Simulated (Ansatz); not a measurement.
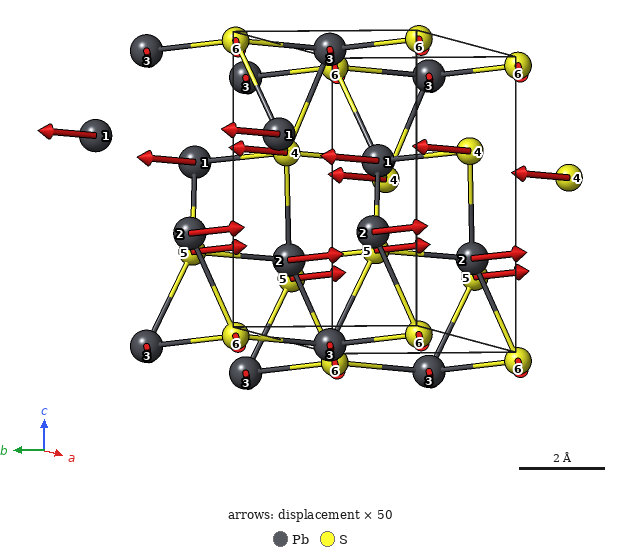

This is a relaxation of a crystal of PbS (a generated structure, set up in P3_212) (coarse preliminary run). The starting structure is drawn; red arrows show the displacements (the part carried along by the change of the cell is left out), magnified 50 times.

Style: ball-and-stick. Shown: the cell of the calculation, repeated 2 × 2 × 1 with one cell outlined, from a free direction.

The calculation used Ansatz 0.2.0, DFT PBE, scalar-relativistic, plane waves, PAW.

Input file:
```yaml
crystal:
  lattice:
    - [4.3391401, 0.0, 0.0]
    - [-2.16957005, 3.75780556, 0.0]
    - [0.0, 0.0, 7.09299229]
  atoms:
    - { symbol: Pb, position: [0.16207985, 0.83792015, 0.66666667] }
    - { symbol: Pb, position: [0.16207985, 0.3241597, 0.33333333] }
    - { symbol: Pb, position: [0.6758403, 0.83792015, 0.0] }
    - { symbol: S, position: [0.83792015, 0.16207985, 0.66666667] }
    - { symbol: S, position: [0.83792015, 0.6758403, 0.33333333] }
    - { symbol: S, position: [0.3241597, 0.16207985, 0.0] }
basis:
  ecutwfc: 420
kpoints:
  mp_grid: { grid: [6, 6, 4] }
hamiltonian:
  xc: pbe
scf:
  occupations: { method: gaussian, width: 0.1 }
  lower_state_search: "off"
output:
  forces: true
  stress: true
  eigenvalues: true
relax:
  adjacent_minimum: "off"
  f_tol: 0.04
  max_steps: 70
  cell: { stress_tol: 0.4 }
```

Command:
```bash
ansatz run input.yaml --threads 1 --pin off --max-ram 2560MiB --backend cpu --events-out ev --progress --plain --runs-dir out
```

**Describe the change and its energy.**

The energy falls by 1135 meV per atom in 7 accepted moves (10 points after the start). Largest force component: 1.4 eV/Å at the start, 0.0087 eV/Å at the end. Pressure: 49.23 GPa at the start and 0.08 GPa at the end. The line search rejected the trial step at point 6 of the run. At 2 points the geometry stayed and the basis and grid were re-selected for the new cell (energy shift of 11.7 meV per atom at most each time). The largest moves relative to the cell, 0.031 Å, are those of Pb1, Pb2, Pb3, S4, S5 and S6. Pb3 goes along [2 1 0]. By element the largest moves are Pb 0.031 Å, S 0.031 Å. Cell: a = b 4.339 → 4.982 Å (+14.8 %), c 7.093 → 8.471 Å (+19.4 %). Volume +57.5 %. Among the contacts that change: Pb1–S5 2.660 → 3.152 Å, Pb1–S4 2.540 → 2.917 Å, Pb1–S4 (another image) 2.436 → 2.797 Å. The space group stays P3_212 (No. 153). The run took 2.4 min on 1 thread of Arm Neoverse V1, with other jobs on the host, peak memory 0.43 GiB.
